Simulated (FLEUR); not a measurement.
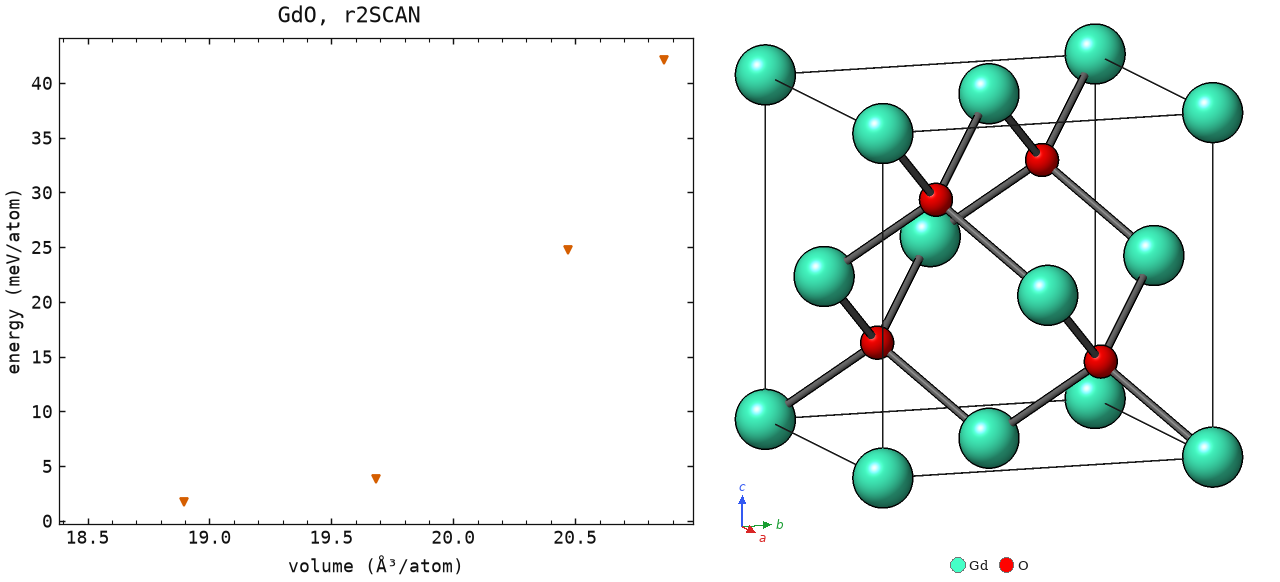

Plotted: energy against volume for GdO, space group F-43m (No. 216). The conventional cell is drawn beside the plot.

Cell as given: a = 3.818 Å, b = 3.818 Å, c = 3.818 Å, α = 60.00°, β = 60.00°, γ = 60.00°; 2 atoms.

Method: all-electron LAPW DFT, collinear spins; energies at scaled volumes of the given cell, shape and fractions fixed, counted from the fit's minimum, third-order Birch-Murnaghan fit (FLEUR MaX-R8.1 (later development tree)). Level: r2SCAN, collinear spin.

- k mesh: 9×9×9
- occupations: Fermi–Dirac
- smearing width: 0.05 eV
- potentials: all electron
- program settings: basis FLAPW, kmax 4.62 1/bohr

The point at volume 18.50 Å³/atom is left out of the plot. What does the calculation give there?

| volume (Å³/atom) | energy (meV/atom) |
| --- | --- |
| 18.50 | 9.67 |
